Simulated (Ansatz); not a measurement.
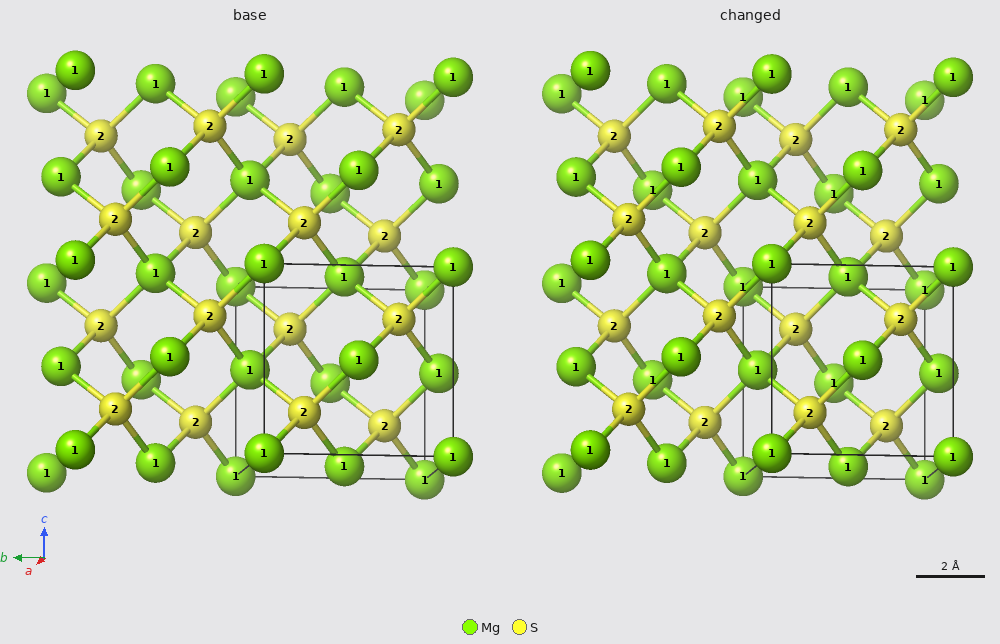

Left: a crystal of MgS (built on the zincblende type) at its r2SCAN-relaxed geometry. Right: the same structure after one change, at the same scale. Style: ball-and-stick. Shown: the conventional cell (4 times the calculation's cell), repeated 1 × 2 × 2 with one cell outlined, from a free direction. Lengths and directions refer to the drawn axes.

Method: Ansatz, DFT, r2SCAN, plane waves, PAW. (plane-wave cutoff 500 eV; k-point mesh 8 × 8 × 8; occupations fixed; no spin polarisation)

Which change leads from the left to the right?

The cell is strained by −4.0 % along b and none across it (volume −4.0 %). The atoms were relaxed with r2SCAN under that strain, and this is a single point on that geometry.

And its effect?

It costs 8.7 meV per atom. The pressure goes from 0.0 to 2.6 GPa. The principal stresses (compression positive) are 3.1 GPa along b and 2.4 GPa across it. All forces vanish by symmetry. Near-neighbour distances before and after: Mg–S 2.452 → 2.419 Å. The space group (tolerance 0.01 Å) goes from F-43m (No. 216) to I-4m2 (No. 119).
